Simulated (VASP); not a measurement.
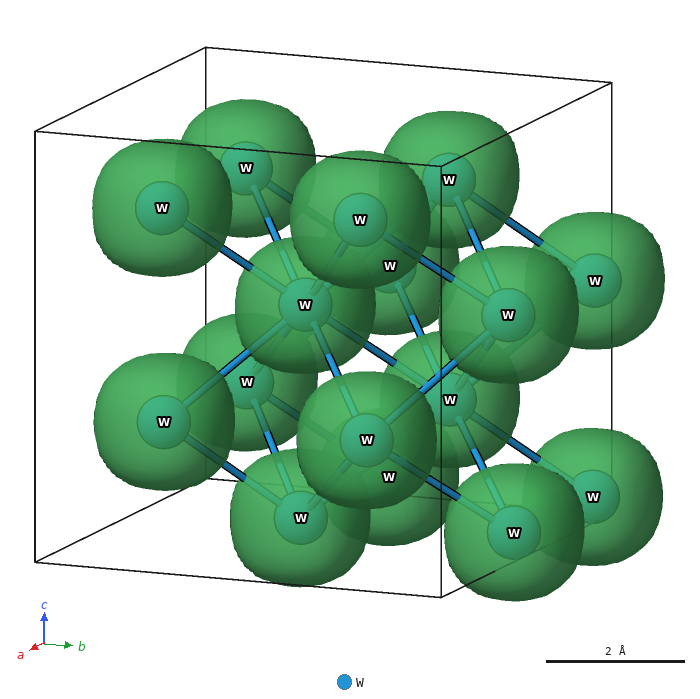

Figure. W. Isosurface of the valence electron density at 0.6 e/Å³ (green), seen slightly off an axis. Sticks mark near contacts.

Space group P1; a generated structure, not necessarily the stable one; not relaxed (largest force 1.6 eV/Å); computed pressure about −20 GPa in this cell.

These are results of Kohn-Sham DFT of a periodic cell, LDA, VASP PAW LDA potentials, recommended (VASP), not measurements.

In a PAW calculation such maps are meaningful between the atoms, not at the nuclei.

**What does this surface tell about the bonding?**

At this value the density breaks into separate islands; it holds about 70 % of the electrons treated as valence. It bridges none of the near contacts. It is pinched off along the shortest W–W (2.65 Å), W–W (2.70 Å), W–W (2.75 Å) and W–W (2.79 Å) contacts. On the grid the lowest density along these lines, outside the cores, is 0.49 e/Å³ (W–W, 2.65 Å), 0.45 e/Å³ (W–W, 2.70 Å), 0.42 e/Å³ (W–W, 2.75 Å) and 0.38 e/Å³ (W–W, 2.79 Å).
